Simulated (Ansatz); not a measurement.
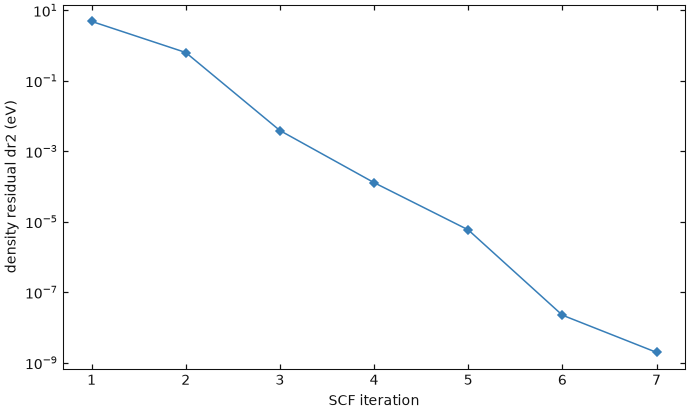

Figure. SCF iterations of a calculation: density residual dr2. The run: TiO$_{2}$ (C2/c, 6 atoms in the cell), by DFT LDA, scalar-relativistic, plane waves, PAW in Ansatz; cutoff 420 eV, 8×8×6 k-mesh, Fermi–Dirac smearing of 0.99 eV. The starting density is a sum of atomic densities corrected by a trained network.

Converged, in 7 iterations. The residual falls at every step. The residual starts near 5 and ends near 2 × 10⁻⁹ eV.
